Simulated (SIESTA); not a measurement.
System: SiO₂ (space group P6_422).

Calculation (SIESTA 5.4.2): DFT in numerical atomic orbitals with pseudopotentials, no spin polarisation; energies at scaled volumes of the given cell, shape and fractions fixed, counted from the fit's minimum, third-order Birch-Murnaghan fit. All runs: no spin polarisation.

k mesh 4×4×4; occupations Fermi–Dirac; smearing width 0.05 eV; potentials PseudoDojo 0.4 standard, converted to PSML, two zetas on semicore shells.

What does the calculation give for the pressure against volume, with one curve for each functional? The cases: PBEsol; LDA.

The fitted equilibrium volumes, smallest first, are LDA 13.626, PBEsol 14.012 Å³/atom. The fitted bulk moduli, smallest first, are PBEsol 166.2, LDA 176.0 GPa. For PBEsol, the pressure falls from 17.45 GPa at volume 12.84 Å³/atom to −5.07 GPa at 14.47 Å³/atom, and changes sign near 14.02 Å³/atom. For LDA, the pressure falls from 11.87 GPa at volume 12.84 Å³/atom to −9.41 GPa at 14.47 Å³/atom, and changes sign near 13.63 Å³/atom.

PBEsol:
```csv
volume (Å³/atom),pressure (GPa)
12.84,17.45
13.11,12.69
13.38,8.40
13.66,4.52
13.93,1.02
14.20,-2.16
14.47,-5.07
```

LDA:
```csv
volume (Å³/atom),pressure (GPa)
12.84,11.87
13.11,7.36
13.38,3.31
13.66,-0.37
13.93,-3.68
14.20,-6.69
14.47,-9.41
```

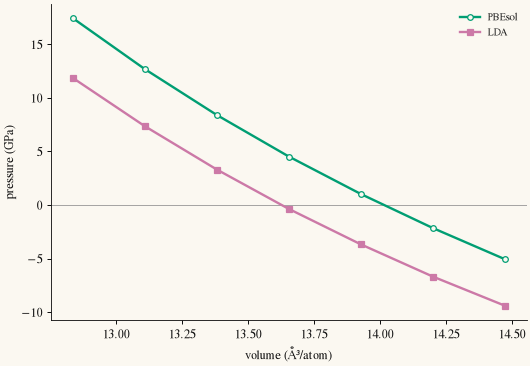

Note: mulliken charges of long orbitals; shape and atomic fractions are frozen while scaling, which makes layered, chain and framework solids too stiff.
